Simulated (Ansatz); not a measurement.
**How the geometry moves the gap of Ta3N5 (Cmcm)**

Aim: gaps of Ta3N5 (Cmcm) at the database cell and after a full relaxation.

Calculated with Ansatz 0.2.0; r2SCAN, HSE06 and G0W0, plane waves, PAW.

### 1. Set-up

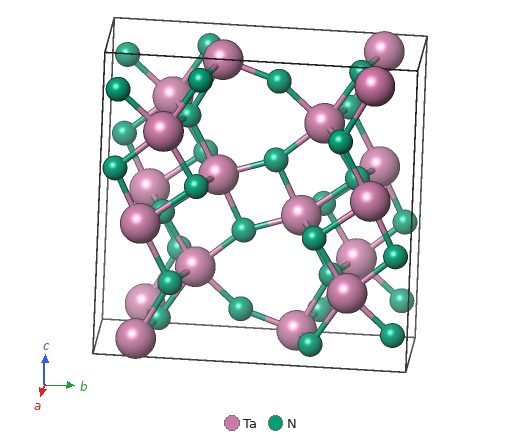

The cell as given, slightly off an axis (tantalum pink, nitrogen teal). This picture shows the conventional cell, with its axes. Some periodic images of atoms are drawn too.

Structure file:

```cif
data_structure
_symmetry_space_group_name_H-M 'Cmcm'
_symmetry_Int_Tables_number 63
_cell_length_a 3.8862
_cell_length_b 10.2118
_cell_length_c 10.2624
_cell_angle_alpha 90.000
_cell_angle_beta 90.000
_cell_angle_gamma 90.000
_cell_volume 407.26
loop_
_atom_site_label
_atom_site_type_symbol
_atom_site_symmetry_multiplicity
_atom_site_Wyckoff_symbol
_atom_site_fract_x
_atom_site_fract_y
_atom_site_fract_z
_atom_site_occupancy
Ta1 Ta 4 c 0.00000 0.19710 0.75000 1
Ta2 Ta 8 f 0.00000 0.13455 0.05906 1
N1 N 4 c 0.50000 0.26322 0.75000 1
N2 N 8 f 0.00000 0.04701 0.61949 1
N3 N 8 f 0.00000 0.30862 0.57378 1
```

The cell and positions come from the Crystallography Open Database and are kept as given unless a step says otherwise. Spin-orbit coupling is left out unless a step names it. The default PAW set here is soft_2. Its files were made with PBE.

### 2. r2SCAN bands at the given cell

Levels along a band path, at the cheap level, show where the edges lie and whether the meshes to come will hold them.

This step: DFT, r2SCAN, plane waves, PAW.

Input file input.yaml:

```yaml
crystal:
  lattice:
    - [1.9431, -5.1059, 0.0]
    - [1.9431, 5.1059, 0.0]
    - [0.0, 0.0, 10.2624]
  atoms:
    - { symbol: Ta, position: [0.8029, 0.1971, 0.25] }
    - { symbol: Ta, position: [0.1971, 0.8029, 0.75] }
    - { symbol: Ta, position: [0.86545, 0.13455, 0.55906] }
    - { symbol: Ta, position: [0.13455, 0.86545, 0.05906] }
    - { symbol: Ta, position: [0.13455, 0.86545, 0.44094] }
    - { symbol: Ta, position: [0.86545, 0.13455, 0.94094] }
    - { symbol: "N", position: [0.23678, 0.76322, 0.25] }
    - { symbol: "N", position: [0.76322, 0.23678, 0.75] }
    - { symbol: "N", position: [0.95299, 0.04701, 0.11949] }
    - { symbol: "N", position: [0.04701, 0.95299, 0.61949] }
    - { symbol: "N", position: [0.04701, 0.95299, 0.88051] }
    - { symbol: "N", position: [0.95299, 0.04701, 0.38051] }
    - { symbol: "N", position: [0.69138, 0.30862, 0.07378] }
    - { symbol: "N", position: [0.30862, 0.69138, 0.57378] }
    - { symbol: "N", position: [0.30862, 0.69138, 0.92622] }
    - { symbol: "N", position: [0.69138, 0.30862, 0.42622] }
kpoints:
  mp_grid: { grid: [6, 6, 2] }
  band_path:
    path:
      - [[0.0, 0.0, 0.0], [-0.5, 0.5, 0.0], [-0.28620643, 0.71379357, 0.0]]
      - [[0.28620643, 0.28620643, 0.0], [0.0, 0.0, 0.0], [0.0, 0.0, 0.5], [0.28620643, 0.28620643, 0.5]]
      - [[-0.28620643, 0.71379357, 0.5], [-0.5, 0.5, 0.5], [-0.5, 0.5, 0.0]]
      - [[0.0, 0.0, 0.0], [0.0, 0.5, 0.0], [0.0, 0.5, 0.5], [0.0, 0.0, 0.5], [-0.5, 0.5, 0.5]]
    npoints: 10
hamiltonian:
  xc: r2scan
scf:
  occupations: { method: fermi_dirac, width: 0.02 }
  n_extra_bands: 9
output:
  eigenvalues: true
  write_density: true
  write_potential: true
  elf: true
  volumetric_format: npy
```

Launch:

```bash
$ ansatz run input.yaml --threads 3 --pin off --max-ram 92160MiB --backend cuda --events-out ev --progress --plain --runs-dir out --devices 1 --max-vram 13GiB
```

Numbers of over 12 decimals in the logs are rounded to 6 here.

The log of the run:

```text
scf.n_extra_bands = 9 over 64 filled bands (N_el = 128.0): the run solves 73 bands
GPUs: using 1 of 1 available (devices: 1).
Engine: ansatz 0.2.0, x86_64-unknown-linux-gnu
Pseudopotentials: kind: paw
Pseudopotential: Ta, paw, valence charge 13, recommended cutoff 500 eV (meta_gga), Ta.paw.azcp
Pseudopotential: N, paw, valence charge 5, recommended cutoff 500 eV (meta_gga), N.paw.azcp
Functional definition: r2SCAN
  parameter k0 = 0.174
  parameter k1 = 0.065
  parameter a1 = 4.9479
  exchange = r2scan_x(k0 = k0, k1 = k1, a1 = a1)
  correlation = r2scan_c
device memory: the entry about to start is reckoned to put 5.1 GiB on a device that reports 66.5 GiB free (of which the cap on the GPU budget leaves the run 13.0 GiB)
GPU FFT provider: cuFFT
GPU libraries: cuBLAS 13.8.2, cuFFT 12.4.0, cuSOLVER 12.3.4
Crystal: 16 atoms, lattice volume = 203.632 Å³
Basis set: ecut = 500 eV, 5109 PW (Γ), exchange–correlation on 160×160×300 points (64 copies of the dense FFT grid, shifted against one another)
Bands: 73, of which v1, the nominal top of the filled ones, is band 64 counted from 1 (63 counted from 0)
Symmetry: 8 space group operations
Space group: Cmcm (ITA 63), of the structure as read, at distance tolerance 5.9e-5 Å
k-points: 26 of 72
Non-local potential: Ta, projectors of the file, l = 0: 3, l = 1: 2, l = 2: 2, l = 3: 1
Non-local potential: N, projectors of the file, l = 0: 2, l = 1: 2, l = 2: 1
PAW form: soft (Blöchl's): semilocal exchange-correlation on the pseudo side does not see the compensation charge
PAW frozen core: Ta, regenerated for the run's functional (the file was generated under x = pbe(κ = 0.804, μ = 0.219515), c = pbe(β = 0.066725))
PAW frozen core: N, regenerated for the run's functional (the file was generated under x = pbe(κ = 0.804, μ = 0.219515), c = pbe(β = 0.066725))
PAW one-centre angular grid: Ta, 590 points (default); XC on 160 Gauss nodes
PAW one-centre angular grid: N, 302 points (default); XC on 160 Gauss nodes
Initial density: superposition of atomic densities (neutral atoms: chi_scale 0, normalization atom), corrected by the library's trained network
Initial wavefunctions: pseudopotential atomic-orbital guess
GPU buffer pool allocated for 120000 grid points (all kernels)
GPU transforms: local potential and band sums: pruned to the plane-wave sphere, on 40×40×75
Functional: x = r2scan, c = r2scan; τ floored in thin density (d = 2e-4 eV/Å³)
SCF iter   1: F=—  HF=-63534.163451 eV  |F-HF|=—  |Δ(HF+E_count)|=         —  Δρ=1.29e-2  dr2=3.67e-1  dr2_τ=1.47e0  ethr=1.77e-3  ⟨swp⟩=8.1  Hψ=7937  notcnv=0  defer=1
preconditioner: auto → Resta (q_TF=auto, 2.525 Å⁻¹)  ε∞=7.1  [insulator: Δε(μ)=1.717 eV  Ē_g=9.425 eV  σ=0.020 eV  W_gap=1.00  n_scr=56 (ndim 8)  ℏωp=23.3 eV  f_vac=0.062  D(μ)=0.00/eV (n_scr^D=0)  ε∞_Penn≈7.1]
SCF iter   2: F=—  HF=-63534.386457 eV  |F-HF|=—  |Δ(HF+E_count)|=   2.23e-1  Δρ=6.82e-3  dr2=5.05e-2  dr2_τ=1.30e-2  ethr=2.87e-4  ⟨swp⟩=2.6  Hψ=3455  notcnv=0  defer=80
SCF iter   3: F=—  HF=-63534.390441 eV  |F-HF|=—  |Δ(HF+E_count)|=   3.98e-3  Δρ=2.50e-3  dr2=7.96e-3  dr2_τ=9.55e-4  ethr=3.95e-5  ⟨swp⟩=2.5  Hψ=2972  notcnv=0  defer=80
SCF iter   4: F=—  HF=-63534.391574 eV  |F-HF|=—  |Δ(HF+E_count)|=   1.13e-3  Δρ=5.36e-4  dr2=5.59e-4  dr2_τ=1.29e-4  ethr=6.22e-6  ⟨swp⟩=2.1  Hψ=2618  notcnv=0  defer=80
SCF iter   5: F=—  HF=-63534.391721 eV  |F-HF|=—  |Δ(HF+E_count)|=   1.47e-4  Δρ=1.92e-4  dr2=1.12e-4  dr2_τ=7.36e-6  ethr=4.37e-7  ⟨swp⟩=2.0  Hψ=2858  notcnv=0  defer=80
SCF iter   6: F=—  HF=-63534.391201 eV  |F-HF|=—  |Δ(HF+E_count)|=   5.21e-4  Δρ=5.85e-5  dr2=1.17e-5  dr2_τ=8.28e-7  ethr=8.76e-8  ⟨swp⟩=2.0  Hψ=2562  notcnv=0  defer=80
SCF iter   7: F=—  HF=-63534.391494 eV  |F-HF|=—  |Δ(HF+E_count)|=   2.93e-4  Δρ=1.60e-5  dr2=8.28e-7  dr2_τ=7.00e-8  ethr=9.14e-9  ⟨swp⟩=2.0  Hψ=2686  notcnv=0  defer=80
SCF iter   8: F=-63534.391494 eV  HF=-63534.391494 eV  |F-HF|=4.35e-9  |Δ(HF+E_count)|=   3.96e-7  Δρ=4.72e-6  dr2=8.32e-8  dr2_τ=1.42e-8  ethr=7.81e-11  ⟨swp⟩=10.2  Hψ=6397  notcnv=0
SCF 1 converged in 8 iterations: F = -63534.391494 eV  dr2 = 8.32e-8
[...]
device memory: the entry about to start is reckoned to put 3.5 GiB on a device that reports 64.4 GiB free (of which the cap on the GPU budget leaves the run 13.0 GiB)
NSCF: frozen V_eff on 114 k-points
SCF converged after 8 iterations
Free energy (F): -63534.391494 eV
Harris-Foulkes:  -63534.391494 eV  (|F-HF|=4.35e-9)
Internal energy: -63534.391494 eV  (E = F + TS)
E sigma→0 (E₀):  -63534.391494 eV
Fermi energy:    12.521594 eV
--- Per-component energies (eV) ---
  E_band       = -1108.268386
  E_kinetic    = 3507.168289
  E_local      = -7469.012327  (includes V_loc(G=0)·N_el)
  E_nonlocal   = 538.505575
  E_hartree    = 2647.969184
  E_xc         = -1824.647362
  E_vxc        = -2177.121426  (∫ρ·V_xc dr)
  E_paw        = -51826.103622  (= ΣΔE_a)
  E_vpaw       = -918.339872  (= ΣTr[D̂ρ^β])
  E_aug_tail   = 0.000634  (compensation charges beyond the density's cutoff)
  E_vtau       = 114.580805  (kinetic-family band-sum trace: ∫τ·v_τ [+ j·A + Jᵃ·Aᵃ] dr)
  E_ewald      = -9103.438537
  E_core_change = -4.833327  (= ΣΔE_core)
  E_smearing   = -0.000000  (= −TS)
  E_closure    = -0.000000  (closes the sum)
  Σ components = -63534.391494   (vs F -63534.391494, Δ=0.00e0)
--- Band table (eV; the first three rows and the last of 26) ---
  k-point 0: bands = [... 60 lower, 10.8794, 11.1769, 11.4183, 11.7103, 13.5383, 13.8314, 14.2204, 14.5597, ... 5 higher]
  k-point 1: bands = [... 60 lower, 10.9684, 10.9684, 11.1615, 11.1615, 13.7070, 13.7070, 14.6004, 14.6004, ... 5 higher]
  k-point 2: bands = [... 60 lower, 10.7904, 11.0233, 11.1313, 11.6085, 14.1061, 14.2551, 14.4122, 14.8203, ... 5 higher]
  k-point 25: bands = [... 60 lower, 10.5031, 10.5031, 11.1009, 11.1009, 13.6562, 13.6562, 14.7746, 14.7746, ... 5 higher]
```

Run time: 13 s. Hardware: 1 × NVIDIA H100 80GB HBM3 (shared by 6 runs) with 3 threads of AMD EPYC 7R13 (Zen 3), shared host; peak memory 1.4 GiB; 16 s of CPU time.

Numbers from this step:

| Item | Value |
| --- | --- |
| filled bands | 64 |
| gap | 1.545 eV |
| valence top at | k = (0.143, 0.143, 0.000) |
| conduction bottom at | Y |
| least direct gap | 1.805 eV |

The gap is indirect, with the least direct gap 0.26 eV higher.

### 3. The relaxed cell

Cell and ions were relaxed with r2SCAN; that run is not shown. It left this cell:

Symmetry: Cmcm, No. 63, orthorhombic system. The conventional cell has a = 3.872 Å, b = 10.260 Å, c = 10.297 Å, α = 90.00°, β = 90.00°, γ = 90.00°. Nearest to Ta lie 6 N at 2.05 to 2.14 Å. Nearest to Ta lie 6 N at 1.95 to 2.26 Å. Nearest to N lie 4 Ta at 2.05 to 2.23 Å. N has 3 Ta at 1.95 to 2.05 Å nearest. N has 4 Ta at 2.03 to 2.26 Å nearest. Farther neighbours and most contacts between anions are not listed.

### 4. r2SCAN at the relaxed cell

The cell differs from the one that the last finished run ended in (a 5.463 → 5.483 Å, b 5.463 → 5.483 Å, c 10.262 → 10.297 Å, γ 138.3 → 138.6°).

input.yaml, the sections that differ from step 2:

```yaml
crystal:
  lattice:
    - [1.9362244881, -5.1300981426, 0.0]
    - [1.9362244881, 5.1300981426, 0.0]
    - [0.0, 0.0, 10.2970918806]
  atoms:
    - { symbol: Ta, position: [0.8032537056, 0.1967462944, 0.25] }
    - { symbol: Ta, position: [0.1967462944, 0.8032537056, 0.75] }
    - { symbol: Ta, position: [0.8666597901, 0.1333402099, 0.5599937906] }
    - { symbol: Ta, position: [0.1333402099, 0.8666597901, 0.0599937906] }
    - { symbol: Ta, position: [0.1333402099, 0.8666597901, 0.4400062094] }
    - { symbol: Ta, position: [0.8666597901, 0.1333402099, 0.9400062094] }
    - { symbol: "N", position: [0.236956689, 0.763043311, 0.25] }
    - { symbol: "N", position: [0.763043311, 0.236956689, 0.75] }
    - { symbol: "N", position: [0.9530137431, 0.0469862569, 0.1187430936] }
    - { symbol: "N", position: [0.0469862569, 0.9530137431, 0.6187430936] }
    - { symbol: "N", position: [0.0469862569, 0.9530137431, 0.8812569064] }
    - { symbol: "N", position: [0.9530137431, 0.0469862569, 0.3812569064] }
    - { symbol: "N", position: [0.6920891885, 0.3079108115, 0.0740742137] }
    - { symbol: "N", position: [0.3079108115, 0.6920891885, 0.5740742137] }
    - { symbol: "N", position: [0.3079108115, 0.6920891885, 0.9259257863] }
    - { symbol: "N", position: [0.6920891885, 0.3079108115, 0.4259257863] }
output:
  eigenvalues: true
# kpoints, hamiltonian, scf: as in step 2
```

The log of the run:

```text
[...]
GPUs: using 1 of 1 available (devices: 1).
[...]
GPU FFT provider: cuFFT
GPU libraries: cuBLAS 13.8.2, cuFFT 12.4.0, cuSOLVER 12.3.4
Crystal: 16 atoms, lattice volume = 204.562 Å³
Basis set: ecut = 500 eV, 5125 PW (Γ), exchange–correlation on 160×160×320 points (64 copies of the dense FFT grid, shifted against one another)
[...]
--- Band table (eV; the first three rows and the last of 26) ---
  k-point 0: bands = [... 60 lower, 10.8232, 11.1129, 11.3655, 11.6157, 13.5006, 13.7197, 14.1470, 14.4536, ... 5 higher]
  k-point 1: bands = [... 60 lower, 10.9119, 10.9119, 11.1210, 11.1210, 13.6263, 13.6263, 14.5016, 14.5016, ... 5 higher]
  k-point 2: bands = [... 60 lower, 10.7372, 10.9821, 11.0749, 11.5015, 14.0301, 14.1743, 14.3676, 14.7394, ... 5 higher]
  k-point 25: bands = [... 60 lower, 10.4216, 10.4216, 11.0674, 11.0674, 13.6106, 13.6106, 14.6679, 14.6679, ... 5 higher]
[key lines of the parts left out:]
SCF converged after 8 iterations
Free energy (F): -63534.408690 eV
Fermi energy:    12.471927 eV
```

It took 14 s on 1 × NVIDIA H100 80GB HBM3 (shared by 6 runs) with 3 threads; peak memory 1.3 GiB.

This step gave:

```
gap                  : 1.594 eV
valence top at       : k = (0.143, 0.143, 0.000)
conduction bottom at : Y
least direct gap     : 1.836 eV
```

The gap is indirect, with the least direct gap 0.24 eV higher.

### 5. HSE06 at the relaxed cell

The screened hybrid is the usual rung above semilocal functionals: a quarter of exact exchange, cut off beyond a few ångström.

This step: DFT, HSE06, plane waves, PAW.

Edit input.yaml of step 4 so:

```diff
@@ -23,14 +23,20 @@
 kpoints:
-  mp_grid: { grid: [6, 6, 2] }
+  mp_grid: { grid: [4, 4, 2] }
   band_path:
     path:
-      - [[0.0, 0.0, 0.0], [-0.5, 0.5, 0.0], [-0.28620643, 0.71379357, 0.0]]
-      - [[0.28620643, 0.28620643, 0.0], [0.0, 0.0, 0.0], [0.0, 0.0, 0.5], [0.28620643, 0.28620643, 0.5]]
-      - [[-0.28620643, 0.71379357, 0.5], [-0.5, 0.5, 0.5], [-0.5, 0.5, 0.0]]
-      - [[0.0, 0.0, 0.0], [0.0, 0.5, 0.0], [0.0, 0.5, 0.5], [0.0, 0.0, 0.5], [-0.5, 0.5, 0.5]]
-    npoints: 10
+      - [0.0, 0.0, 0.0]
+      - [-0.5, 0.5, 0.0]
+      - [-0.28620643, 0.71379357, 0.0]
+      - [0.28620643, 0.28620643, 0.0]
+      - [0.0, 0.0, 0.5]
+      - [0.28620643, 0.28620643, 0.5]
+      - [-0.28620643, 0.71379357, 0.5]
+      - [-0.5, 0.5, 0.5]
+      - [0.143103215, 0.143103215, 0.0]
+      - [-0.25, 0.25, 0.0]
+    npoints: 1
 hamiltonian:
-  xc: r2scan
+  xc: hse06
 scf:
-  occupations: { method: fermi_dirac, width: 0.02 }
+  occupations: { method: fixed }
   n_extra_bands: 9
@@ -38 +44,5 @@
   eigenvalues: true
+  write_density: true
+  write_potential: true
+  elf: true
+  volumetric_format: npy
```

The log of the run:

```text
[...]
GPUs: using 1 of 1 available (devices: 1).
[...]
davidson cushion auto → on  (no smearing: the cushion is to keep the highest requested band from converging to the state above it; pin scf.eigensolver.cushion to override)
[...]
GPU FFT provider: cuFFT
GPU libraries: cuBLAS 13.8.2, cuFFT 12.4.0, cuSOLVER 12.3.4
Crystal: 16 atoms, lattice volume = 204.562 Å³
Basis set: ecut = 420 eV, 4005 PW (Γ)
[...]
Fermi energy:    11.255114 eV
[...]
--- Band table (eV; the first three rows and the last of 14) ---
  k-point 0: bands = [... 60 lower, 10.3882, 10.6932, 10.9165, 11.2551, 13.7926, 14.0121, 14.4739, 14.8492, ... 5 higher]
  k-point 1: bands = [... 60 lower, 10.4821, 10.4821, 10.6695, 10.6695, 13.9155, 13.9155, 14.8542, 14.8542, ... 5 higher]
  k-point 2: bands = [... 60 lower, 10.2544, 10.4976, 10.6294, 11.1381, 14.2805, 14.9210, 15.0961, 15.3162, ... 5 higher]
  k-point 13: bands = [... 60 lower, 9.9295, 9.9295, 10.6453, 10.6453, 13.9005, 13.9005, 15.0223, 15.0223, ... 5 higher]
[key lines of the parts left out:]
Free energy (F): -63453.125504 eV
```

Run time: 54 s. Hardware: 1 × NVIDIA H100 80GB HBM3 (shared by 6 runs) with 3 threads; peak memory 1.7 GiB; 2 min of CPU time.

This step gave:

- gap: 2.261 eV
- valence top at: k = (0.143, 0.143, 0.000)
- conduction bottom at: Y
- least direct gap: 2.483 eV

The gap stands +0.67 eV against r2SCAN.

[end of part 1 of 2]

[Paths, hosts, dates, memory and timing lines, banners, echoed tables and standing remarks are left out of the program output.]

[Logs are printed without paths, hosts, clocks, repeated set-up lines and the standing remarks that a program may print on its own settings, such as how far it seeks lower states.]

[Runs of the session that timed out or met a known fault of the program may be left out.]

[Cells called generated may have been cut or substituted from an entry of the Crystallography Open Database or the Materials Project.]

[Hosts, paths, dates, database ids (printed as entryN), source tags and the programs' standing remarks are cut or masked in the printed files.]
